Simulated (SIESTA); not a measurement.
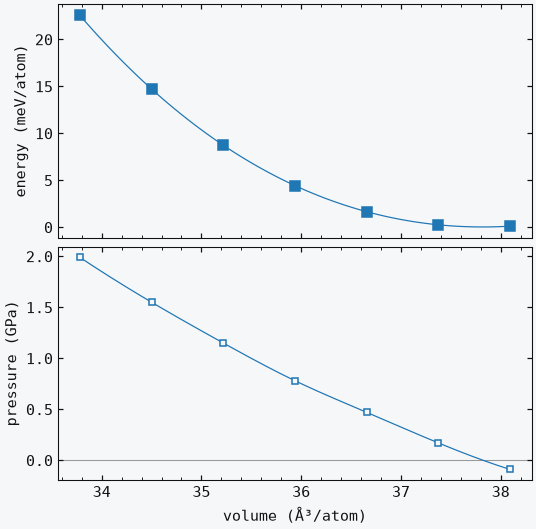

Method: DFT in numerical atomic orbitals with pseudopotentials, no spin polarisation; energies at scaled volumes of the given cell, shape and fractions fixed, counted from the fit's minimum, third-order Birch-Murnaghan fit (SIESTA 5.4.2). Level: PBE.

```tsv
setting	value
k mesh	7×7×7
occupations	Fermi–Dirac
smearing width	0.05 eV
potentials	PseudoDojo 0.4 standard, converted to PSML, two zetas on semicore shells
program settings	basis DZP, mesh cutoff 800 Ry
```

Cell as given: a = 4.667 Å, b = 4.667 Å, c = 4.667 Å, α = 60.00°, β = 60.00°, γ = 60.00°; 2 atoms.

Energy and pressure against volume for KBr, space group Fm-3m (No. 225).

A third-order Birch–Murnaghan fit gives V0 = 37.82 Å³/atom, B0 = 13.8 GPa and B′ = 4.1. The energy falls from 22.61 meV/atom at volume 33.78 Å³/atom to 0.09 meV/atom at 38.09 Å³/atom. The pressure falls from 1.99 GPa at volume 33.78 Å³/atom to −0.09 GPa at 38.09 Å³/atom.

Keep in mind: mulliken charges of long orbitals.
